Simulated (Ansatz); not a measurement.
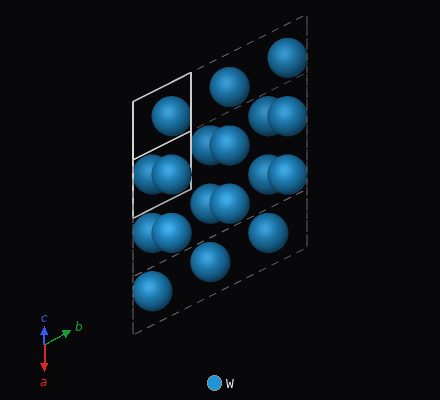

W (P6_3/mmc, No. 194): the geometry relaxed at fixed volume with Ansatz 0.2.0, DFT PBE, spin-orbit coupling, plane waves, PAW; the starting structure was generated, so it need not be a known form of this composition.

```
W
1.0
     2.78272    0.00000    0.00000
    -1.39136    2.40990    0.00000
     0.00000    0.00000    4.93978
W
2
Direct
  0.33333 0.66667 0.75000
  0.66667 0.33333 0.25000
```

What will a Z-contrast image along [101] show? Simulated incoherent Z contrast: every atom adds Z^1.8 spread by a probe of 0.50 Å full width; channelling and multiple scattering are left out. Shot noise was added.

The columns repeat on a centred rectangular net of 2.42 × 4.82 Å (plane group c2mm). All columns are alike (W). The shortest distance between visible columns is 0.80 Å in projection. Along the beam the structure repeats every 5.67 Å.

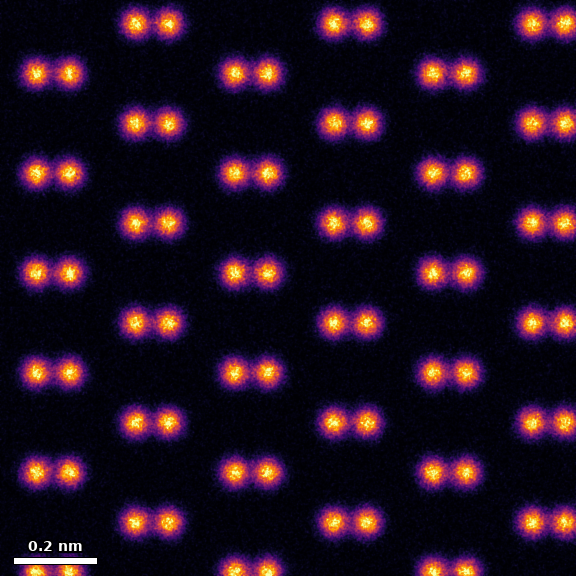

The simulated image.
